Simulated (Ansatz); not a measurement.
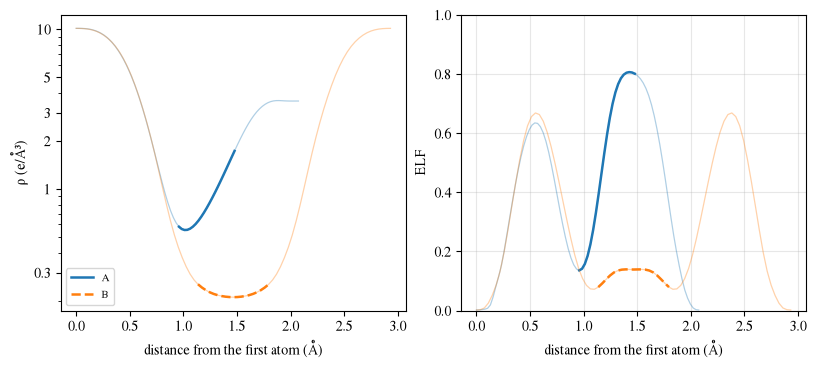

The picture shows: TiN. Valence pseudo-density and electron localisation function along straight lines between neighbouring atoms. Thin, pale parts lie inside the atomic spheres.

Space group Fm-3m; changed on purpose from its base cell (volume × 0.94); computed pressure about 21 GPa in this cell; computed without spin polarisation.

Theory: DFT r2SCAN, scalar-relativistic, plane waves, PAW (Ansatz).

The density is the valence pseudo-density of a PAW calculation; it isn't the true density close to the nuclei.

Question: Which curve belongs to which contact (Ti–N and Ti–Ti)? The first atom named is at distance zero.

Answer: Curve A: Ti–N (2.07 Å): ρ is about 0.56 e/Å³ halfway; the ELF peaks at about 0.80 in the valence shell of N, 0.6 Å from its nucleus, and is about 0.20 at the midpoint; no shared electron pair shows on this line. Curve B: Ti–Ti (2.93 Å): ρ at the midpoint is about 0.21 e/Å³; the ELF is about 0.15 at the midpoint; no shared electron pair shows on this line.
